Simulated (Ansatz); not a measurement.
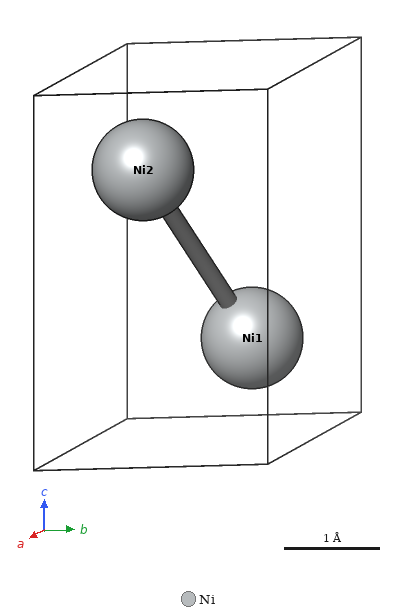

Figure 1. The input geometry (ball-and-stick view of the cell of the calculation, seen slightly off an axis; atoms are numbered from 1 in the order of the input). Near neighbours in the crystal (not all of them lie inside the picture): Ni has 12 Ni at 2.48 to 2.49 Å.

Run report: Ni, single-point calculation

Ni (P6₃/mmc, 2 atoms in the cell), computed with DFT, PBEsol, plane waves (420 eV) with PAW, scalar-relativistic, spin-polarised (Ansatz 0.2.0).

It belongs to a series of runs on one base structure; here: volume × 1.04. Figures and captions count atoms from 1; the log counts them from 0 in places.

Input file
```yaml
crystal:
  lattice:
    - [2.4798236899, 0.0, 0.0]
    - [-1.239911845, 2.1475903124, 0.0]
    - [0.0, 0.0, 4.0670799279]
  atoms:
    - { symbol: Ni, position: [0.3333333333, 0.6666666667, 0.25], spin: 0.671 }
    - { symbol: Ni, position: [0.6666666667, 0.3333333333, 0.75], spin: 0.671 }
hamiltonian:
  xc: pbesol
  pseudopotentials:
    kind: paw
    azcp:
      Ni: "pseudopotentials/Ni.paw.azcp"
basis:
  ecutwfc: 420
  fft_grid_basis: typed
kpoints:
  mp_grid: { grid: [17, 17, 9], shift: [0, 0, 0] }
magnetization:
  spin_polarized: true
scf:
  occupations: { method: fermi_dirac, width: 0.05 }
  lower_state_search: "off"
output:
  stress: true
  write_density: true
  write_potential: true
  elf: true
  volumetric_format: npy
```

Run on 2 threads of an x86-64 CPU, shared host.

Log
```
Warning: [file] the record states the generating functional pbe (its physics header spells it `PBE`), which answers neither for hamiltonian.xc's functional nor for the pbesol family's — results may be inconsistent (PPs are generated against a specific XC)
Engine: ansatz 0.2.0, x86_64-unknown-linux-gnu
Pseudopotentials: kind: paw
Pseudopotential: Ni, paw, valence charge 18, recommended cutoff 420 eV (normal), [file]
Functional definition: PBEsol
  exchange = pbesol_x
  correlation = pbesol_c
Crystal: 2 atoms, lattice volume = 21.660 Å³
Basis set: ecut = 420 eV, 391 PW (Γ)
Bands: 23, of which v1, the nominal top of the filled ones, is band 18 counted from 1 (17 counted from 0)
Symmetry: 24 space group operations
Space group: P63/mmc (ITA 194), of the structure as read, at distance tolerance 2.8e-5 Å
Magnetic group: BNS 194.263 (UNI 1493), of the structure as read, at distance tolerance 2.8e-5 Å
k-points: 165 of 2601
Non-local potential: Ni, projectors of the file, l = 0: 3, l = 1: 2, l = 2: 3, l = 3: 1
PAW form: soft (Blöchl's): semilocal exchange-correlation on the pseudo side does not see the compensation charge
PAW frozen core: Ni, regenerated for the run's functional, and the local potential with it (the file was generated under x = pbe(κ = 0.804, μ = 0.2195149727645171), c = pbe(β = 0.06672455060314922))
PAW one-centre angular grid: Ni, 590 points (default); XC on 64 Gauss nodes
Initial density: superposition of atomic densities (chi_scale 0.1, normalization cell)
Starting moments: Σ|m| = 1.342 μB on 2 of 2 sites
Initial wavefunctions: pseudopotential atomic-orbital guess
Functional: x = pbesol(κ = 0.804, μ = 0.12345679012345678), c = pbesol(β = 0.046)
iter 1 solved again at ethr=3.47e-5 eV; its pass at ethr=3.10e-3 eV (dr2=1.25e-2 eV) is discarded
SCF iter   1: F=—  HF=-11609.848673 eV  |F-HF|=—  |Δ(HF+E_count)|=         —  Δρ=1.72e-2 (↑1.72e-2 ↓1.23e-2)  dr2=1.25e-2  dr2_m=3.71e-2  M=1.260 μB ∫|m|=1.309 μB  β_m=1.00  ethr=3.47e-5  ⟨swp⟩=1.2  Hψ=38592  notcnv=0
preconditioner: auto → none  [metal: Δε(μ)=0.003 eV  Ē_g=10.041 eV  σ=0.050 eV  W_gap=0.01  n_scr=8 (ndim 8)  ℏωp=35.7 eV  f_vac=0.000  D(μ)=4.48/eV (n_scr^D=96)  sad-step TF]
SCF iter   2: F=—  HF=-11609.858050 eV  |F-HF|=—  |Δ(HF+E_count)|=   9.38e-3  Δρ=1.01e-2 (↑1.01e-2 ↓4.33e-3)  dr2=1.74e-2  dr2_m=3.25e-3  M=1.253 μB ∫|m|=1.366 μB  β_m=1.00  ethr=3.46e-5  ⟨swp⟩=2.0  Hψ=14931  notcnv=0
SCF iter   3: F=—  HF=-11609.866009 eV  |F-HF|=—  |Δ(HF+E_count)|=   7.96e-3  Δρ=5.59e-3 (↑5.59e-3 ↓2.90e-3)  dr2=4.87e-3  dr2_m=1.20e-3  M=1.266 μB ∫|m|=1.398 μB  β_m=1.00  ethr=3.46e-5  ⟨swp⟩=2.0  Hψ=10230  notcnv=0
SCF iter   4: F=—  HF=-11609.877359 eV  |F-HF|=—  |Δ(HF+E_count)|=   1.14e-2  Δρ=2.08e-3 (↑2.08e-3 ↓4.77e-4)  dr2=5.83e-4  dr2_m=2.18e-4  M=1.272 μB ∫|m|=1.412 μB  β_m=1.00  ethr=1.35e-5  ⟨swp⟩=2.0  Hψ=15180  notcnv=0
SCF iter   5: F=—  HF=-11609.881928 eV  |F-HF|=—  |Δ(HF+E_count)|=   4.57e-3  Δρ=1.79e-3 (↑1.79e-3 ↓4.27e-4)  dr2=2.39e-4  dr2_m=2.30e-4  M=1.281 μB ∫|m|=1.426 μB  β_m=1.00  ethr=1.62e-6  ⟨swp⟩=2.1  Hψ=12268  notcnv=0
SCF iter   6: F=—  HF=-11609.884539 eV  |F-HF|=—  |Δ(HF+E_count)|=   2.61e-3  Δρ=1.37e-3 (↑1.37e-3 ↓3.39e-4)  dr2=1.36e-4  dr2_m=1.34e-4  M=1.287 μB ∫|m|=1.436 μB  β_m=1.00  ethr=6.64e-7  ⟨swp⟩=2.1  Hψ=12330  notcnv=0
SCF iter   7: F=—  HF=-11609.886254 eV  |F-HF|=—  |Δ(HF+E_count)|=   1.71e-3  Δρ=9.42e-4 (↑9.42e-4 ↓3.13e-4)  dr2=5.87e-5  dr2_m=7.36e-5  M=1.292 μB ∫|m|=1.444 μB  β_m=1.00  ethr=3.78e-7  ⟨swp⟩=2.0  Hψ=10400  notcnv=0
SCF iter   8: F=—  HF=-11609.887291 eV  |F-HF|=—  |Δ(HF+E_count)|=   1.04e-3  Δρ=5.32e-4 (↑5.32e-4 ↓5.27e-4)  dr2=1.88e-7  dr2_m=5.56e-5  M=1.296 μB ∫|m|=1.451 μB  β_m=1.00  ethr=1.63e-7  ⟨swp⟩=2.0  Hψ=10840  notcnv=0
SCF iter   9: F=—  HF=-11609.887917 eV  |F-HF|=—  |Δ(HF+E_count)|=   6.25e-4  Δρ=3.95e-4 (↑3.95e-4 ↓3.80e-4)  dr2=7.70e-8  dr2_m=2.97e-5  M=1.299 μB ∫|m|=1.456 μB  β_m=0.30  ethr=2.78e-10  ⟨swp⟩=10.7  Hψ=67082  notcnv=0
Mixer restart at iter 9: flushing history
spin-set hold released at iteration 9 (site moments contracting): the magnetisation degrees of freedom join the quasi-Newton model from the next iteration; the mixer history was flushed
SCF iter  10: F=—  HF=-11609.888421 eV  |F-HF|=—  |Δ(HF+E_count)|=   5.04e-4  Δρ=5.60e-4 (↑5.60e-4 ↓5.37e-4)  dr2=8.96e-8  dr2_m=5.97e-5  M=1.301 μB ∫|m|=1.460 μB  β_m=0.57  ethr=2.14e-10  ⟨swp⟩=10.6  Hψ=65989  notcnv=0
SCF iter  11: F=—  HF=-11609.888985 eV  |F-HF|=—  |Δ(HF+E_count)|=   5.64e-4  Δρ=5.56e-4 (↑4.38e-4 ↓5.56e-4)  dr2=1.79e-6  dr2_m=4.90e-5  M=1.308 μB ∫|m|=1.472 μB  β_m=0.82  ethr=2.14e-10  ⟨swp⟩=11.2  Hψ=71527  notcnv=0
SCF iter  12: F=—  HF=-11609.889009 eV  |F-HF|=—  |Δ(HF+E_count)|=   2.44e-5  Δρ=4.25e-4 (↑3.80e-4 ↓4.25e-4)  dr2=7.56e-5  dr2_m=1.69e-7  M=1.309 μB ∫|m|=1.475 μB  β_m=0.52  ethr=2.14e-10  ⟨swp⟩=3.1  Hψ=19813  notcnv=0
SCF iter  13: F=—  HF=-11609.888993 eV  |F-HF|=—  |Δ(HF+E_count)|=   1.61e-5  Δρ=6.96e-5 (↑8.15e-6 ↓6.96e-5)  dr2=6.41e-7  dr2_m=2.18e-7  M=1.310 μB ∫|m|=1.475 μB  β_m=0.48  ethr=2.14e-10  ⟨swp⟩=3.0  Hψ=19771  notcnv=0
iter 14 did not close the SCF: its close was put off for a magnetic moment that had not settled (scf_convergence_deferred on its scf_iter line)
SCF iter  14: F=-11609.888993 eV  HF=-11609.888993 eV  |F-HF|=4.51e-9  |Δ(HF+E_count)|=   2.30e-8  Δρ=1.17e-5 (↑5.59e-6 ↓1.17e-5)  dr2=1.16e-8  dr2_m=1.13e-8  M=1.310 μB ∫|m|=1.475 μB  β_m=0.74  ethr=2.14e-10  ⟨swp⟩=6.1  Hψ=48522  notcnv=0
SCF iter  15: F=-11609.888993 eV  HF=-11609.888993 eV  |F-HF|=6.91e-11  |Δ(HF+E_count)|=   1.27e-8  Δρ=1.00e-6 (↑1.00e-6 ↓8.18e-7)  dr2=1.90e-10  dr2_m=7.54e-11  M=1.310 μB ∫|m|=1.475 μB  ethr=3.22e-11  ⟨swp⟩=5.2  Hψ=39775  notcnv=0
SCF 1 converged in 15 iterations: F = -11609.888993 eV  dr2 = 1.90e-10
  greatest PAW one-centre occupation: 1.001 electrons in one spin orbital (limit 2), on the Ni atom at site 1 (counted from 0), in its partial waves of l = 1
```

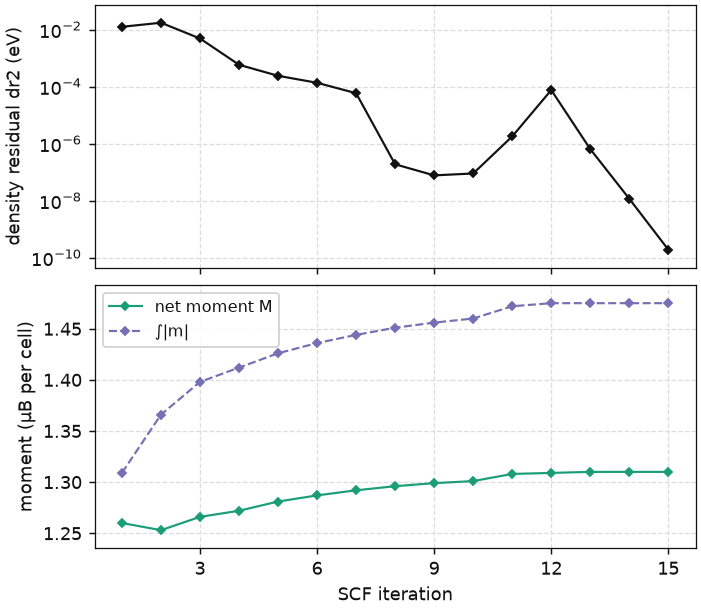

Figure 2. Convergence of the self-consistent field: density residual dr2 and magnetic moment against the SCF iteration. The residual falls unevenly and jumps up by a factor of two or more 2 times on the way down. The net moment stays at 1.3 μB per cell.

```
SCF converged after 15 iterations
Magnetization: 1.3101 μB (18.6550 up, 17.3450 down)
Absolute magnetization: 1.4770 μB (∫|ρ↑−ρ↓|, with the PAW one-centre terms)
Spin contamination: 0.0126 ħ² per cell (⟨S²⟩ above its minimum at these occupations)
Per-site moments (μB) at R_I (Å): [(0.6909223812117951, 1.0229272720933087), (0.6909223812117954, 1.0229272720933087)]
Free energy (F): -11609.888993 eV
Harris-Foulkes:  -11609.888993 eV  (|F-HF|=6.91e-11)
Internal energy: -11609.854574 eV  (E = F + TS)
E sigma→0 (E₀):  -11609.871783 eV
Entropy (-TS):   -0.034420 eV (-17.210 meV/atom)
Fermi energy:    18.134865 eV
--- Per-component energies (eV) ---
  E_band       = -568.313391
  E_kinetic    = 564.679783
  E_local      = -6856.784331  (includes V_loc(G=0)·N_el)
  E_nonlocal   = 1272.666636
  E_hartree    = 2857.561412
  E_xc         = -168.848873
  E_vxc        = -218.514280  (∫ρ·V_xc dr)
  E_paw        = -3189.151016  (= ΣΔE_a)
  E_vpaw       = -1045.483492  (= ΣTr[D̂ρ^β])
  E_aug_tail   = 0.000933  (compensation charges beyond the density's cutoff)
  E_ewald      = -6090.373697
  E_core_change = 0.394578  (= ΣΔE_core)
  E_smearing   = -0.034420  (= −TS)
  E_closure    = 0.000000  (closes the sum)
  Σ components = -11609.888993   (vs F -11609.888993, Δ=0.00e0)
--- Stress (GPa, compression-positive) ---
       -8.065849       0.000000       0.000000
       -0.000000      -8.065849       0.000000
        0.000000       0.000000      -7.990415
  P = ⅓ Tr σ = -8.0407 GPa (-80.407 kbar)
--- Band table (eV; the first three rows and the last of 330) ---
  k-point 0 ↑: bands = ["-85.2643", "-85.2301", "-45.8768", "-45.6981", "-45.6981", "-45.6665", "-45.6665", "-45.6548", "8.8973", "13.1606", "15.6346", "15.7357", "15.7357", "16.0077", "16.0077", "16.4190", "16.4190", "17.3785", "17.3785", "17.6083", "23.6584", "40.5326", "42.4760"]
  k-point 1 ↑: bands = ["-85.2632", "-85.2312", "-45.8701", "-45.6972", "-45.6972", "-45.6675", "-45.6675", "-45.6615", "9.0180", "13.1038", "15.6060", "15.7111", "15.7111", "15.9800", "15.9800", "16.4818", "16.4818", "17.1428", "17.3706", "17.3706", "24.4040", "40.5027", "42.0454"]
  k-point 2 ↑: bands = ["-85.2603", "-85.2341", "-45.8510", "-45.6945", "-45.6945", "-45.6810", "-45.6702", "-45.6702", "9.3748", "12.8758", "15.5276", "15.6680", "15.6680", "15.9071", "15.9071", "16.2653", "16.6347", "16.6347", "17.3401", "17.3401", "26.1742", "39.2756", "40.7231"]
  k-point 164 ↓: bands = ["-84.3628", "-84.3623", "-45.0131", "-45.0113", "-44.9710", "-44.9601", "-44.8684", "-44.8662", "14.8689", "14.9565", "15.2778", "15.2895", "15.8384", "15.8606", "17.0245", "17.1873", "18.1707", "18.2088", "23.3708", "23.3836", "25.2485", "25.8704", "27.4094"]
```

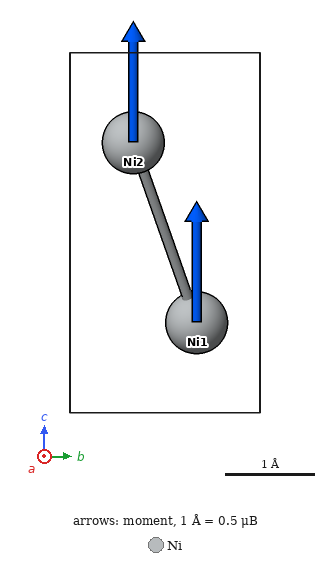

Figure 3. Magnetic moments of the sites as blue arrows (ball-and-stick view of the cell of the calculation, along the a axis; atoms are numbered from 1 in the order of the input); small moments hardly show. The run is collinear, so the axis drawn is arbitrary. Site moments: Ni1, Ni2 (0.69 μB). They are counted near the atoms and needn't add up to the moment of the cell.

Summary

| quantity | value |
| --- | --- |
| outcome | converged |
| space group (tolerance 0.01 Å) | P6₃/mmc (194) |
| electrons treated | 36 |
| free energy | −11609.8890 eV |
| Fermi energy | 18.135 eV |
| net moment of the cell | 1.31 μB |
| integrated absolute moment | 1.48 μB |
| pressure | −8.04 GPa |
| wall time | 14 s (CPU time 25 s) |
| peak memory | 0.48 GiB |

Remarks

Warnings of the run: the PAW datasets were made with another functional. The cell is under a tension of 8.0 GPa at this level, so it is not at its equilibrium volume.
